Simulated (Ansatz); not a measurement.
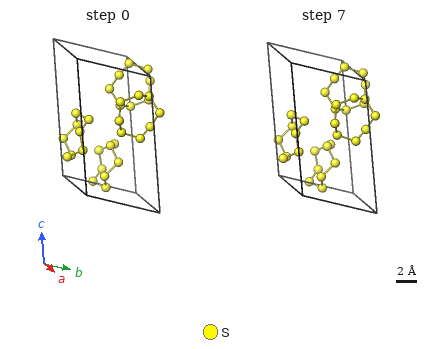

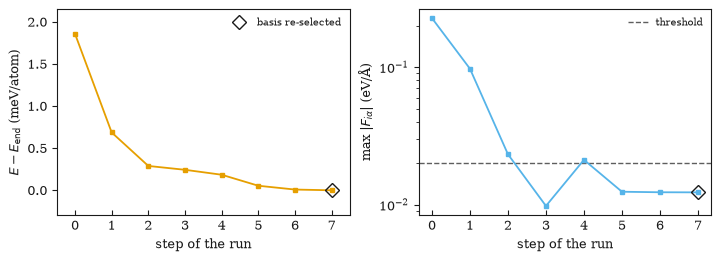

First and last geometry of a relaxation of solid S (built on the alpha type), with the history of the run. Style: ball-and-stick. Shown: the reduced cell, slightly off an axis. Lengths and directions refer to the drawn axes.

All numbers below come from Ansatz, DFT r2SCAN, scalar-relativistic, plane waves, PAW. Settings: plane-wave cutoff 500 eV; k-point mesh 4 × 4 × 4; occupations gaussian; smearing width 0.05 eV; no spin polarisation; cell relaxed at fixed volume; force threshold 0.02 eV/Å; at most 40 steps.

What do the curves and the structures tell?

Answer. It converged. The largest moves relative to the cell, 0.11 Å, are those of S atoms. The drawn cell changes at constant volume: a = b 9.137 → 9.313 Å (+1.9 %), c 14.326 → 13.939 Å (−2.7 %), α 104.8° → 105.3°, β 104.8° → 105.3°, γ 101.4° → 102.3°. Among the contacts that change: S–S 2.067 → 2.057 Å. The space group stays Fddd (No. 70). After 6 accepted moves (7 points after the start) the energy has fallen by 1.9 meV per atom. Largest force component: 0.23 eV/Å at the start, 0.012 eV/Å at the end. Pressure: −1.09 GPa at the start and −0.34 GPa at the end. The SCF was repeated once at an unchanged geometry on a basis and grid sized afresh for the cell, which shifted the energy by less than 0.05 meV per atom at most. The run took of the order of 40 core-minutes on a shared host.
